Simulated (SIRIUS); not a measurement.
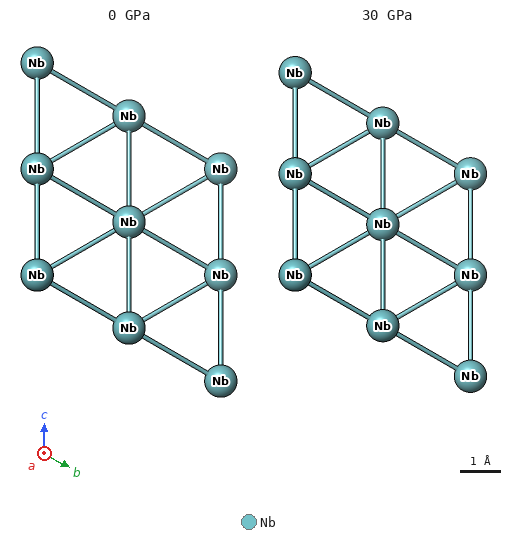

A crystal of Nb (set up in Im-3m), relaxed (cell and atoms) at several target pressures. The picture shows the first and the last member. Style: ball-and-stick. Shown: the cell of the calculation, repeated 1 × 2 × 2 with one cell outlined, along the a axis.

Computed with SIRIUS 7.10.0: PBE, dojo-sr-pbe-0.4.1-standard. Set-up: plane-wave cutoff 1127 eV; k-point mesh 6 × 6 × 6; occupations fermi-dirac; smearing width 0.05 eV; optimiser BFGS; no spin polarisation.

| pressure (GPa) | volume (Å³/atom) | a (Å) |
| --- | --- | --- |
| 0 | 17.835 | 2.851 |
| 5 | 17.333 | 2.824 |
| 10 | ? | ? |
| 20 | 16.113 | 2.756 |
| 30 | 15.514 | 2.721 |

Fill in the missing row.

Murnaghan's form V = V₀(1 + B′P/B₀)^(−1/B′), with V₀ = 17.835 Å³ from the row at zero pressure, fits the other rows with B₀ = 162 GPa and B′ = 3.84 (largest miss 0.011 Å³). At 10 GPa it gives 17.835 × (1 + 3.84 × 10/162)^(−1/3.84) = 16.874 Å³ per atom. The calculation gives 16.885 Å³/atom (a = 2.799 Å). The estimate is 0.011 Å³/atom too low. From the first member to the last: Nb–Nb 3.292 → 3.142 Å, Nb–Nb 2.851 → 2.721 Å.

The whole series:

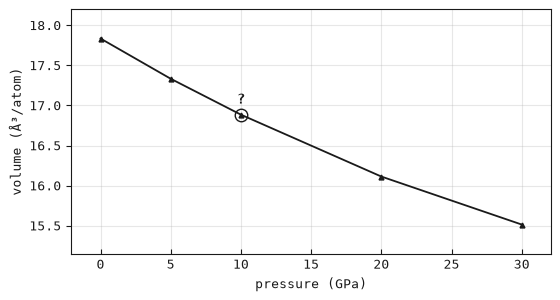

Each member starts from this one structure; whether another phase lies lower wasn't checked.
